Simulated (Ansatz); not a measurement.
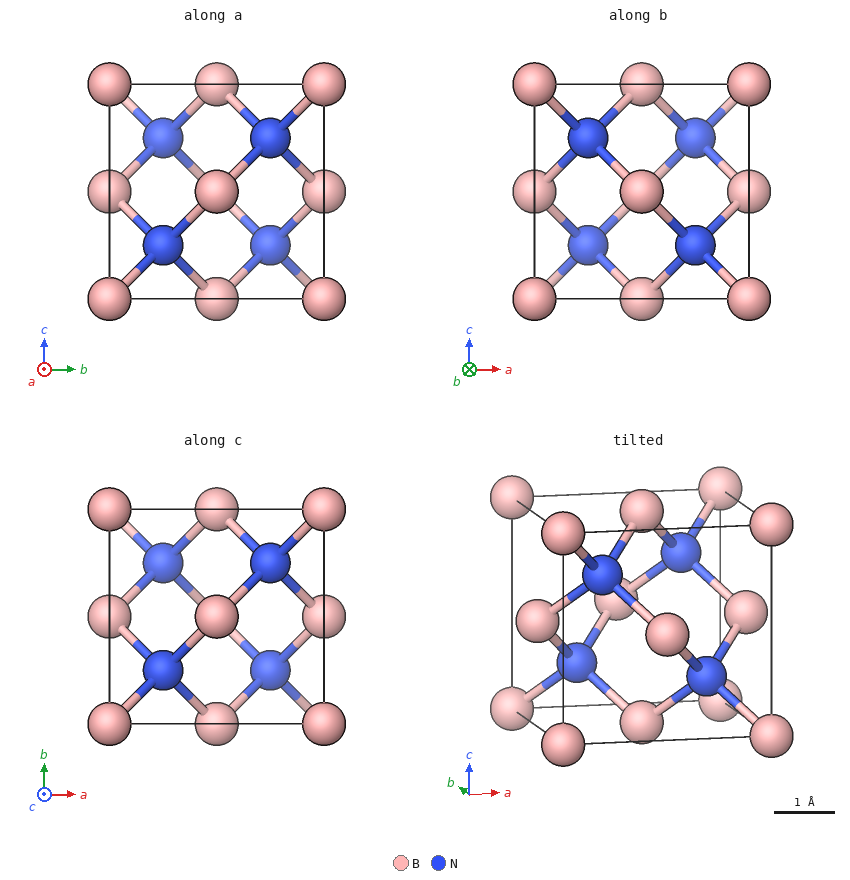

A ball-and-stick rendering, viewed along the a axis, along the b axis, along the c axis and slightly off an axis. Lines trace the edges of the conventional unit cell.

Lattice parameters: a = 3.610 Å, b = 3.610 Å, c = 3.610 Å, α = 90.00°, β = 90.00°, γ = 90.00°. Put a along x and b in the xy plane.

**Express the structure as a POSCAR file.**

```
B N
1.0
     3.610    0.000    0.000
     0.000    3.610    0.000
     0.000    0.000    3.610
B N
4 4
Direct
  0.0000 0.0000 0.0000
  0.0000 0.5000 0.5000
  0.5000 0.0000 0.5000
  0.5000 0.5000 0.0000
  0.2500 0.2500 0.7500
  0.2500 0.7500 0.2500
  0.7500 0.2500 0.2500
  0.7500 0.7500 0.7500
```

The initial geometry was a structure type filled with these elements by a generator (whether the compound takes this form wasn't checked). Earlier steps of the study may have refined or changed the cell and positions. It went into a calculation with Ansatz.
